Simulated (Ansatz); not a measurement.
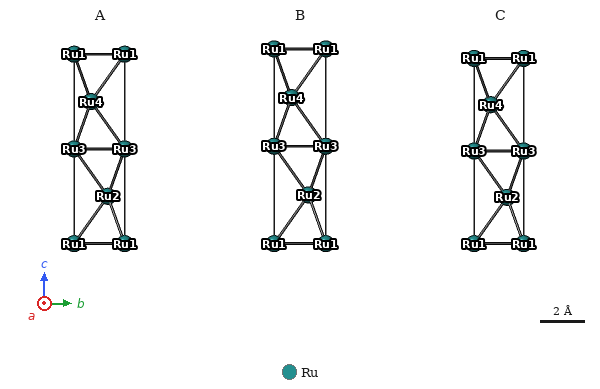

3 geometries from one relaxation of crystalline Ru (a generated structure, set up in P6_3/mmc) (coarse preliminary run), in shuffled order. The picture is a ball-and-stick view of the cell of the calculation, seen along the a axis.

Case: Rh → Ru on all its sites, cell and atoms relaxed.

All numbers below come from DFT r2SCAN, scalar-relativistic, plane waves, PAW in Ansatz. (plane-wave cutoff 500 eV; k-point mesh 12 × 12 × 2; occupations gaussian; smearing width 0.1 eV; no spin polarisation; cell and atoms relaxed; force threshold 0.05 eV/Å; at most 60 steps)

Question: Put them in the order of the run, from the start to the converged end.

Answer: B, C, A. They are steps 0, 1, 4, at +70.2 meV per atom, +57.2 meV per atom relative to the last. The atoms keep their places relative to the cell (all moves are under 0.005 Å). The drawn cell changes as follows: a = b 2.740 → 2.679 Å (−2.2 %), c 8.945 → 8.703 Å (−2.7 %); the volume changes by −7.0 %. Some distances before and after: Ru1–Ru2 2.739 → 2.670 Å, Ru1–Ru1 2.740 → 2.679 Å. The space group stays P6_3/mmc (No. 194). Over 3 accepted moves (4 points after the start) the energy falls by 70.2 meV per atom. All forces vanish by symmetry, so only the cell relaxes. The pressure goes from −20.42 to −0.02 GPa. At 1 point the geometry stayed and the basis and grid were re-selected for the new cell (energy shift of 0.5 meV per atom at most each time).
